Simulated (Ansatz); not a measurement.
Run report: Si$_{13}$O$_{24}$, molecular dynamics (part 2 of 2)

The same run, continued: Si$_{13}$O$_{24}$ (defect cell, 37 atoms in the cell); DFT PBE, scalar-relativistic, plane waves, PAW, PAW set soft_1, no spin polarisation (Ansatz 0.2.0); cutoff 420 eV, 1×1×1 k-mesh, Fermi–Dirac smearing of 0.02 eV. The structure derives from an entry of the Crystallography Open Database. It belongs to a series of runs on one base structure; here: dynamics from the start.

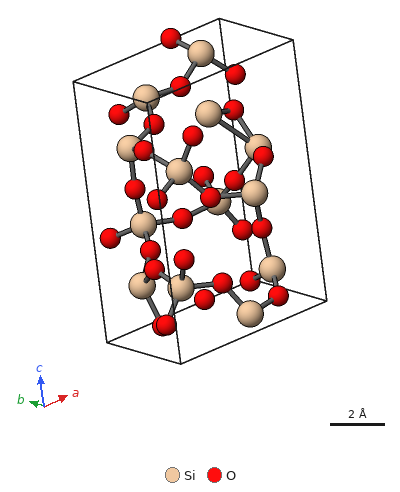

The geometry at step 144 of the log (ball-and-stick view of the cell of the calculation, seen slightly off an axis).

```
automatic band count: iteration 1 solves 113 bands in place of 135: the levels show a gap, and the empty bands left out lie
[...]
Internal energy: -21912.064568 eV  (E = F + TS)
E sigma→0 (E₀):  -21912.064568 eV
Fermi energy:    6.582589 eV
--- Per-component energies (eV) ---
  E_band       = -777.347636
  E_kinetic    = 4711.979804
  E_local      = -12013.034107  (includes V_loc(G=0)·N_el)
  E_nonlocal   = 1545.810677
  E_hartree    = 4455.381349
  E_xc         = -2470.716248
  E_vxc        = -2838.220724  (∫ρ·V_xc dr)
  E_paw        = -10582.382964  (= ΣΔE_a)
  E_vpaw       = -1094.668048  (= ΣTr[D̂ρ^β])
  E_aug_tail   = 0.019630  (compensation charges beyond the density's cutoff)
  E_ewald      = -7559.122708
  E_smearing   = -0.000000  (= −TS)
  E_closure    = -0.000000  (closes the sum)
  Σ components = -21912.064568   (vs F -21912.064568, Δ=0.00e0)
--- Forces (eV/Å), atoms counted from 1 ---
  atom   1  Si     1.43229785    -2.52670109    -3.74737997
  atom   2  Si     4.21312296    -3.41605376    -3.64236366
  atom   3  Si     5.72191443    -2.38149926     4.79028345
  atom   4  O     -2.16325742     0.72980692     1.82830869
  atom   5  O      0.55837794     2.47243987    -0.78080852
  atom   6  O      2.57348970     1.22685353    -1.68999922
  atom   7  O     -0.32194390    -1.69055357     3.99252893
  atom   8  O     -1.61024723     0.82222731    -2.15654744
  atom   9  O      0.32531702     1.57286267     1.34614811
  atom  10  Si    -0.31182157    -0.55340974     1.32227353
  atom  11  Si    -2.10875177     1.50650557    -1.55554577
  atom  12  Si     4.31722777     0.36571563     0.16153730
  atom  13  O      0.42017002     0.25558130     0.06645877
  atom  14  O     -0.00938724    -0.52454075     0.65072404
  atom  15  O     -2.65696999    -0.55066842     2.07212964
  atom  16  O     -0.19025064    -0.17687351     0.39342917
  atom  17  O     -1.20746155     0.35120169    -1.43955391
  atom  18  O     -2.94678614    -1.19354714    -1.04921879
  atom  19  Si    -1.32274352    -1.39908015    -4.25473547
  atom  20  Si    -1.34852324     2.13588050     0.77154412
  atom  21  Si    -2.00847749     0.40376595     2.52894511
  atom  22  O      0.60360340     0.00605957     0.36726077
  atom  23  O      2.51875990    -1.31397631    -1.69334589
  atom  24  O     -0.35246706     0.06699747     0.63620718
  atom  25  O      1.31922258    -2.31053401     2.62226838
  atom  26  O     -4.59314046     0.07438713    -1.72010258
  atom  27  O      2.09899786     1.77924051     3.08223860
  atom  28  Si     0.86700186    -0.58509095     3.05910861
  atom  29  Si     3.06952876     1.98622259     0.42856500
  atom  30  Si     3.03836228     2.58531382    -0.59326519
  atom  31  O      1.11715407    -1.25259270    -1.16817896
  atom  32  O     -1.93185111     1.38636836     1.85838005
  atom  33  O      0.58095212     2.07863214     1.25027914
  atom  34  O     -0.14474140    -0.30944003     1.03212554
  atom  35  O    -10.91984070     1.29299590    -4.88040169
  atom  36  O     -0.51369164    -2.80287863    -2.31126457
  atom  37  Si     1.88689002    -0.11160502    -1.57805547
  max |Σ_I F_I| component: 3.65e-5 eV/Å
--- MD trajectory: 240 steps, t = 0.0 → 360.0 fs ---
  final state: T = 1478.6 K   F+E_penalty+E_count = -21912.06456802 eV   E_kin = 7.071660 eV
```

Trajectory as extended XYZ (Å, eV, eV/Å), 6 of the 241 frames kept, from step=0 to step=240:
```
37
Lattice="-2.4986 4.3277 5.4571 4.9972 0.0000 5.4571 4.9972 8.6554 0.0000" Properties=species:S:1:pos:R:3:forces:R:3 step=0 time_fs=0.0 energy=-21919.83458 temperature=1459.5
Si   -0.1831    4.2866    5.5157   -0.0301   0.0008  -0.0042
Si    1.5527    2.5491    1.4793   -0.0211   0.0216   0.0098
Si    4.1334   10.9672    3.3308    0.0025  -0.0036   0.0004
O    -1.1488    5.4162    6.2142    0.0290  -0.0172  -0.0145
O     0.4122    2.9335    2.5591    0.0354   0.0132  -0.0547
O     2.9898    0.8362    4.2758   -0.0263  -0.0212   0.0197
O     6.2941    3.7233    5.8431    0.0445  -0.0432   0.0361
O     2.9848    2.5608    2.2545   -0.0122   0.0010   0.0158
O    -1.0733    3.1968    4.6993    0.0048   0.0178  -0.0049
Si    2.1938    8.4657    5.8633    0.0434  -0.0666   0.0319
Si    3.7406    6.7049    1.8559    0.0105   0.0389  -0.0548
Si    1.3246    6.3129    3.7987   -0.0337  -0.0509   0.0056
O     1.2379    9.6389    6.3698   -0.0636   0.0367   0.0076
O     2.7462    6.1169    3.0598   -0.0525  -0.0300   0.0410
O     5.4615    5.3242    4.0885   -0.0533  -0.0294   0.0168
O     7.9277    7.7027    6.2384   -0.0283  -0.0108   0.0177
O     5.4612    6.7392    1.9197   -0.0045  -0.0060  -0.0365
O     1.3240    7.3917    5.0065    0.0088  -0.0125  -0.0279
Si    4.9225    4.3818    5.2757    0.0058  -0.0041  -0.0086
Si    3.7923    6.3655    7.4948   -0.0127   0.0216   0.0352
Si    3.8007    2.0458    3.5744    0.0465  -0.0283  -0.0493
O     4.0557    5.2824    6.3118   -0.0093  -0.0068  -0.0054
O     2.7497    5.7449    8.5974   -0.0259   0.0282  -0.0118
O     0.9023    4.9128    4.4900    0.0099   0.0857  -0.0295
O     3.0858    7.7431    7.0246    0.0007  -0.0038  -0.0121
O     5.2163    6.7639    8.1488    0.0120  -0.0186   0.0260
O     3.9324    3.2433    4.6655    0.0039   0.0351   0.0276
Si    7.0695    8.7072    5.3364    0.0328  -0.0262  -0.0447
Si    6.2659   10.9202    7.3488    0.0354  -0.0050   0.0858
Si    6.2065    6.5065    3.3365    0.0661   0.0284   0.0385
O     6.1871    9.7153    6.2441    0.0021  -0.0103  -0.0052
O     5.2943   10.5647    8.6263    0.0025   0.0084  -0.0070
O     3.3436    9.0032    4.8574   -0.0585   0.0186   0.0924
O     0.6995    3.6313    6.7142   -0.0170   0.0461  -0.0439
O     7.7788   11.1294    7.8592   -0.0268  -0.0289  -0.0005
O     5.9338    7.9056    4.3071    0.0254   0.0222   0.0155
Si    9.1979    8.6736    8.9548    0.0537  -0.0006  -0.1079
37
Lattice="-2.4986 4.3277 5.4571 4.9972 0.0000 5.4571 4.9972 8.6554 0.0000" Properties=species:S:1:pos:R:3:forces:R:3 step=48 time_fs=72.0 energy=-21915.49811 temperature=1008.2
Si    0.0224    4.4637    5.5085   -1.6988  -0.7995   0.9836
Si    1.4738    2.5838    1.3850    1.0324   2.6609   2.4529
Si    4.3475   10.9565    3.4867   -0.2624   0.8111  -1.8118
O    -1.0914    5.5082    6.1999   -0.4674  -2.4906  -1.0991
O     0.5014    3.1282    2.5782   -1.3336  -1.2345  -0.5092
O     3.4234    0.8916    4.5046   -1.4839  -0.3216  -0.1681
O     6.3947    3.9016    5.8286    0.5971  -1.5766   1.0521
O     2.8604    2.4458    2.3097    0.3925   0.4413  -0.2571
O    -0.7989    3.3128    4.6948    0.1025   1.1638   2.0892
Si    2.0381    8.4792    5.7792    1.4932   2.2252   3.0505
Si    3.7822    6.8421    1.9654    2.3753   0.5349  -0.3994
Si    1.3038    6.7025    3.5984   -1.3576  -2.5389   1.6070
O     1.3148    9.6279    6.7965    0.1799  -0.9974  -1.7386
O     2.8569    6.5349    3.2790   -1.3152  -0.8797  -0.1017
O     5.4208    5.5559    4.1793    0.2800  -0.3075  -0.3887
O     7.9622    7.8714    6.4002    2.0615  -3.1600   2.4880
O     5.5432    7.0722    1.8797   -0.6082  -1.0745   0.5678
O     1.0804    7.8168    4.7110   -0.6281   0.8692   0.1142
Si    4.9940    4.4528    5.3394   -1.8427   1.1025  -2.2320
Si    3.7847    6.3034    7.4626   -2.8833   1.4870   2.5449
Si    3.7774    2.1861    3.5783    2.8156  -0.0607   1.6289
O     4.0064    5.1712    6.4063    0.4240  -1.0294  -0.4383
O     2.8672    5.9686    8.9258    1.1640   0.7587  -3.7168
O     0.7746    5.3694    4.4783    1.9529   0.8331  -1.3478
O     2.8220    7.4509    6.8061   -0.1228   0.0812  -0.4172
O     5.2066    6.9020    7.8989    1.0415   0.4487  -0.3967
O     3.9166    3.3448    4.7657   -0.0538   0.2318  -0.9255
Si    7.3511    8.8188    5.3950   -5.3156   2.1791  -0.8128
Si    6.3736   11.0089    7.3722    0.8552  -0.7450   0.9900
Si    6.2672    6.6434    3.2865   -2.2852   0.5384   1.3640
O     6.1592    9.7525    6.3106    2.4235   0.2784  -1.0667
O     5.3046   10.7035    8.5935    0.9591  -0.3857   0.2377
O     3.2658    9.1572    4.9583    0.4117  -0.1093   0.2008
O     0.8413    3.7917    6.7992    0.5082   0.3693  -1.1101
O     7.8059   10.9559    8.2341   -0.5347   0.3383  -1.6504
O     6.0595    7.9989    4.4414    0.9106   0.4271  -0.5092
Si    9.3552    8.7251    9.2277    0.2128  -0.0692  -0.2744
37
Lattice="-2.4986 4.3277 5.4571 4.9972 0.0000 5.4571 4.9972 8.6554 0.0000" Properties=species:S:1:pos:R:3:forces:R:3 step=96 time_fs=144.0 energy=-21914.95417 temperature=1163.0
Si   -0.0330    4.5637    5.6711    2.4109   1.0364   2.6987
Si    1.6004    2.6481    1.6586   -0.8096  -0.4584   0.4550
Si    4.1332   11.2626    3.5930    2.3314  -0.4422  -0.8385
O    -1.0456    5.3853    6.5981   -1.7197   2.4927   0.8868
O     0.3744    3.1880    2.6492    0.3757  -0.3090  -1.0129
O     3.3643    1.0812    4.6024   -1.4871  -0.0093   0.1649
O     6.6537    3.7366    5.8907   -1.3296  -1.0217   0.7671
O     2.9790    2.7497    2.4873   -0.0380  -0.3149  -0.5090
O    -0.7758    3.3956    4.9813   -0.1633  -0.5490   0.4100
Si    2.3252    8.7116    5.8782   -1.2612  -0.2582  -2.0951
Si    3.8347    6.7428    2.0825   -3.7716  -0.4858  -1.0825
Si    1.2841    6.7302    3.8663   -1.0196   0.6485   0.0798
O     1.3140    9.6546    6.5738   -0.7654   2.4619   2.2777
O     2.5680    6.1879    3.1844    4.5245   0.1695  -2.8377
O     5.8149    5.6261    4.4908    0.7324  -0.1139  -0.8326
O     8.4903    7.8098    6.2348   -2.9813   1.8394   0.8469
O     5.3898    6.8971    2.3381    2.8663  -0.4157   0.1540
O     1.3748    8.0743    4.6908    1.2812   0.8794   0.8143
Si    5.2702    4.4675    5.4256   -1.3011   0.0754  -0.3506
Si    3.9705    6.5201    7.4942   -1.4134   0.2355   0.3006
Si    3.9819    2.2120    3.5931    1.1371   0.5896   2.4755
O     4.4669    5.3224    6.5737   -0.1444  -1.0611  -0.6224
O     2.9952    5.9823    8.7375   -0.2058   0.0183  -0.9870
O     0.9329    5.5048    4.8447   -0.6623   0.4002  -1.1875
O     2.9951    7.6166    6.7637    1.5725  -2.2748   1.6297
O     5.2655    7.1975    8.1378   -0.3263   0.0306  -0.0875
O     4.1938    3.5295    4.5910    0.7193   0.3072   0.6481
Si    7.3474    8.9807    5.6303    1.0726  -1.2149   1.0365
Si    6.4791   11.4382    7.5739   -2.0249   0.9457   0.3629
Si    6.3073    6.8861    3.6793    1.1389  -0.5433  -0.8991
O     6.4363   10.0606    6.6755    1.7275  -1.3675  -1.5874
O     5.3748   11.4984    8.7951   -2.6530  -1.6895   0.0407
O     3.5680    9.4314    5.1638   -0.4422   0.8854   1.6831
O     1.1212    4.2240    6.8704    0.3144  -2.0027  -1.0499
O     7.6218   11.5909    8.6568    1.8257  -0.1296  -1.0481
O     5.9966    8.0893    4.7826    0.8719   3.1299   1.0561
Si    9.4104    9.0227    9.3200   -0.3823  -1.4842  -1.7603
37
Lattice="-2.4986 4.3277 5.4571 4.9972 0.0000 5.4571 4.9972 8.6554 0.0000" Properties=species:S:1:pos:R:3:forces:R:3 step=144 time_fs=216.0 energy=-21914.54420 temperature=1337.7
Si    0.1399    4.7496    5.9362   -1.0720   1.9039  -0.2682
Si    1.7828    2.7395    1.9182   -0.2202   1.8964   2.1741
Si    4.5075   11.4633    3.7251   -1.9442   0.0361   0.8141
O    -0.8490    5.5632    7.0153   -0.9710  -2.7331  -0.6007
O     0.6886    3.4857    2.9241    1.2472  -0.5222  -0.4631
O     2.8642    1.2789    4.5575    1.9315   1.4671   0.2866
O     6.6397    3.7124    6.1899   -2.1937   2.7005  -4.2642
O     3.2351    3.0496    2.5110    1.0030  -1.0161   1.6863
O    -0.8171    3.8525    4.9688    1.0571   0.0311   0.9395
Si    2.4241    8.7984    5.9891   -1.0680   1.4954   1.3606
Si    3.5830    6.7757    2.1046    2.8130  -0.6719   0.2746
Si    1.1567    7.0755    3.9209    2.5290  -1.8598   2.0840
O     1.1387    9.7971    6.5762    2.3626  -0.7490   0.2263
O     2.4534    6.3255    3.1879   -0.3530   1.0217   0.1014
O     5.8628    5.6840    4.5961    2.3978   3.0031  -2.9050
O     8.3174    8.1589    6.7937   -2.3429   1.8504  -2.5382
O     5.3056    7.0537    2.4366   -0.3314  -0.3136   1.1687
O     1.6055    8.4991    4.5910   -0.1166  -0.7930  -0.4501
Si    5.3691    4.5924    5.5153    0.4974  -1.4758   3.5015
Si    3.7241    6.4496    7.6040    4.1903  -3.2737   0.1116
Si    3.9370    2.3808    3.8497    0.2651  -1.0463  -0.7579
O     4.3934    5.3581    6.5320   -0.5965   0.2565   2.4562
O     2.8074    5.8374    8.7330   -2.9723   0.2884   1.8767
O     0.8263    6.0086    5.1325    0.1328  -0.9058   0.2175
O     3.0477    7.3657    6.6128   -3.1362   5.0101  -3.0456
O     4.9146    7.1798    8.4640   -1.3869   0.8934  -1.8612
O     4.4086    3.7433    4.6023   -1.5089  -2.9722  -0.6573
Si    7.2002    9.0559    5.8190    3.0800  -2.6281  -2.5559
Si    6.5408   11.4013    7.8071   -0.2597  -2.2816   0.3332
Si    6.3202    7.0029    3.7529   -1.4570  -2.7043  -1.1281
O     6.4591    9.9376    6.8077   -1.8067   4.3682   3.5467
O     5.4243   11.1716    9.0389    1.4916   0.2395  -2.0550
O     3.7957    9.7765    5.7859   -2.0191  -1.4997  -0.3449
O     1.1696    4.0865    7.0078    0.1319  -0.5438  -1.1759
O     8.0595   11.5502    8.3340   -0.7146  -0.3043  -0.3967
O     6.1615    8.1943    4.7872   -0.4684   2.3199   2.4054
Si    9.0647    9.2524    9.6066    1.8090  -0.4875  -0.0970
37
Lattice="-2.4986 4.3277 5.4571 4.9972 0.0000 5.4571 4.9972 8.6554 0.0000" Properties=species:S:1:pos:R:3:forces:R:3 step=192 time_fs=288.0 energy=-21913.18985 temperature=1546.3
Si    0.2484    4.9536    6.1226    1.9823  -1.4953   0.1329
Si    1.7360    2.8425    2.2347   -0.1403  -0.3048  -2.4902
Si    4.5566   11.5807    4.0985   -1.3622   2.3972  -2.0427
O    -0.8388    5.6005    7.0746   -1.5674   1.9830   2.7054
O     0.6618    3.7301    3.0224   -2.0923  -1.3549   2.6419
O     3.3187    1.2387    4.7090    0.1837  -0.5993   2.1798
O     6.5576    3.8020    6.3597    0.4914  -0.0435  -0.8458
O     3.1800    2.8986    2.8309    0.4717   1.2017   0.3979
O    -0.7421    4.1291    5.1920   -0.8948  -2.6328  -1.6370
Si    2.1486    8.8738    5.9653    2.4301   2.0187   2.5661
Si    3.9724    7.1110    2.2635   -0.2992  -1.9812   0.0101
Si    1.2881    7.0199    4.0208    0.7829   2.0288  -1.1009
O     1.3595    9.8538    7.0534    0.9665  -0.6993  -1.5206
O     2.7734    6.8758    3.3418   -0.8208  -0.8321   1.5023
O     5.7969    5.7947    4.7923    0.3414  -0.2418   0.3863
O     8.1994    7.9322    6.5452    0.9070   0.3131  -0.4659
O     5.6449    6.9976    2.4142   -2.0398   0.3937  -0.7167
O     1.3257    8.5545    4.6506   -0.4088  -0.3710   0.0778
Si    5.2864    4.6102    5.8466    0.0508   2.1841  -0.6228
Si    3.6443    6.5227    7.6358    3.5778   1.9505   1.7465
Si    4.0750    2.4604    4.0969    0.3592  -3.1928  -4.0754
O     4.2024    5.4163    6.7155    1.4627  -2.2793  -1.1954
O     2.6693    5.8329    8.6683   -0.3925   1.2679   2.2989
O     0.8486    6.1370    5.2541    1.2004  -0.4680   0.2507
O     2.9978    7.6437    6.7551   -1.7664   1.6575  -0.9825
O     5.1022    7.1735    8.4479   -3.1448  -1.0940  -2.3418
O     4.3044    3.6385    5.0311    0.6703   1.2939   1.1283
Si    7.5452    9.2028    5.9161   -3.8290   0.7598  -1.1808
Si    6.5862   11.4659    7.8948   -1.8308  -0.5225  -3.4032
Si    6.2591    7.0040    3.8819    1.4132   2.6625   0.7544
O     6.5491   10.0846    6.8420    0.5084   0.8482   0.9323
O     5.2884   11.5160    8.8798    2.3660  -0.6039   0.0286
O     3.5784    9.5965    5.3776   -2.0469   0.1544   1.9968
O     1.5483    4.0225    6.6588   -1.7808  -0.0317   1.4481
O     7.9735   11.2982    8.5496    3.9947   1.0126   2.5732
O     6.2595    8.7379    4.7000   -1.5111  -3.2573  -0.0230
Si    9.5410    9.3671    9.5845    1.7671  -2.1221  -1.1138
37
Lattice="-2.4986 4.3277 5.4571 4.9972 0.0000 5.4571 4.9972 8.6554 0.0000" Properties=species:S:1:pos:R:3:forces:R:3 step=240 time_fs=360.0 energy=-21912.06457 temperature=1478.6
Si    0.1717    4.8806    6.2560    1.4323  -2.5267  -3.7474
Si    1.6716    3.1780    2.1438    4.2131  -3.4161  -3.6424
Si    4.3684   11.4121    3.9403    5.7219  -2.3815   4.7903
O    -0.7616    5.9517    6.8589   -2.1633   0.7298   1.8283
O     0.3284    3.3530    2.8404    0.5584   2.4724  -0.7808
O     3.0993    1.6464    4.9887    2.5735   1.2269  -1.6900
O     6.6943    3.9731    6.1187   -0.3219  -1.6906   3.9925
O     3.0896    3.0486    2.9133   -1.6102   0.8222  -2.1565
O    -0.4016    3.5706    5.3438    0.3253   1.5729   1.3461
Si    2.4630    9.1074    6.1055   -0.3118  -0.5534   1.3223
Si    4.0390    7.0005    2.4934   -2.1088   1.5065  -1.5555
Si    1.4322    6.9027    4.1524    4.3172   0.3657   0.1615
O     1.4334   10.0767    6.8120    0.4202   0.2556   0.0665
O     2.8662    6.4080    3.4502   -0.0094  -0.5245   0.6507
O     6.4364    5.7783    4.9709   -2.6570  -0.5507   2.0721
O     8.3951    8.2928    6.8156   -0.1903  -0.1769   0.3934
O     5.6786    6.8928    2.7754   -1.2075   0.3512  -1.4396
O     2.0103    8.3197    4.7938   -2.9468  -1.1935  -1.0492
Si    5.3807    4.8712    5.8355   -1.3227  -1.3991  -4.2547
Si    4.1092    6.8041    7.7624   -1.3485   2.1359   0.7715
Si    4.1177    2.6213    4.0287   -2.0085   0.4038   2.5289
O     4.2600    5.5401    6.7743    0.6036   0.0061   0.3673
O     3.0581    6.4615    9.0618    2.5188  -1.3140  -1.6933
O     0.9867    5.6907    5.0451   -0.3525   0.0670   0.6362
O     3.2657    7.9791    6.9260    1.3192  -2.3105   2.6223
O     5.6897    7.2135    8.2481   -4.5931   0.0744  -1.7201
O     4.3056    4.0631    4.7002    2.0990   1.7792   3.0822
Si    7.3755    9.3030    5.9674    0.8670  -0.5851   3.0591
Si    6.5409   11.4669    7.9896    3.0695   1.9862   0.4286
Si    6.4376    7.0731    4.1558    3.0384   2.5853  -0.5933
O     6.4737   10.2190    7.0211    1.1172  -1.2526  -1.1682
O     5.5189   11.1653    9.1156   -1.9319   1.3864   1.8584
O     3.7315    9.7669    5.4331    0.5810   2.0786   1.2503
O     1.3443    4.2419    7.1839   -0.1447  -0.3094   1.0321
O     8.0380   11.6896    8.8898  -10.9198   1.2930  -4.8804
O     6.2063    8.5230    5.1238   -0.5137  -2.8029  -2.3113
Si    9.2419    9.1178    9.5072    1.8869  -0.1116  -1.5781
```

Results in brief:

```tsv
quantity	value
outcome	finished
mean temperature over the second half	1353 K
trajectory	240 steps, 360 fs
ensemble	nvt_langevin
temperature in the input	1500.0 K
time step	1.5 fs
electrons treated	196
potential energy (free energy of the electrons) (last step)	−21912.0646 eV
Fermi energy (last step)	6.583 eV
largest force (length of the vector) (last step)	12.031 eV/Å
wall time	18 min
peak memory	0.51 GiB
```

Notes:

The input asks for low accuracy. The k-point mesh is coarse for a cell of this size, so the results may not be converged. So short a trajectory is not equilibrated. The logged temperature at the start can lie below the typed one, since it is counted over all degrees of freedom.
